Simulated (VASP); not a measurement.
System: Al, space group P6_3/mmc (No. 194).

Input file:
```
SYSTEM = Al
  ALGO = Normal
  EDIFF = 1E-7
  ENCUT = 520
  GGA = PS
  ISIF = 2
  ISMEAR = -1
  LASPH = .True.
  LCHARG = .False.
  LREAL = .False.
  LWAVE = .False.
  NBANDS = 10
  NELM = 60
  PREC = Accurate
  SIGMA = 0.05
```

Launched with:
```bash
cat potpaw_PBE.64/Al/POTCAR > POTCAR
mpirun -np 1 vasp_std > vasp.out
```

How it was computed, with VASP 6.6.1: plane-wave DFT, no spin polarisation; energies at scaled volumes of the given cell, shape and fractions fixed, counted from the fit's minimum, third-order Birch-Murnaghan fit. Level: PBEsol.

- k mesh: 11×11×6
- occupations: Fermi–Dirac
- smearing width: 0.05 eV
- potentials: VASP PAW PBE potentials, recommended
- wave cutoff: 520 eV

Predict the energy and pressure against volume. The volume takes the values 15.67, 16.00, 16.34, 16.67, 17.00, 17.34, 17.67 Å³/atom.

A third-order Birch–Murnaghan fit gives V0 = 16.40 Å³/atom, B0 = 80 GPa and B′ = 4.4. The energy is 8.74 meV/atom at volume 15.67 Å³/atom and 21.55 meV/atom at 17.67 Å³/atom; the lowest computed point is at volume 16.34 Å³/atom (0.06 meV/atom). The pressure falls from 4.00 GPa at volume 15.67 Å³/atom to −5.08 GPa at 17.67 Å³/atom, and changes sign near 16.40 Å³/atom.

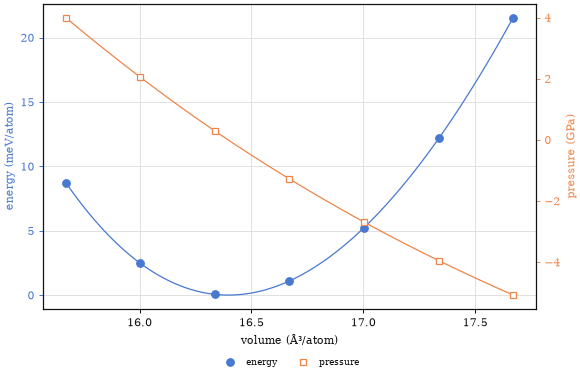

Keep in mind: shape and atomic fractions are frozen while scaling, which makes layered, chain and framework solids too stiff.
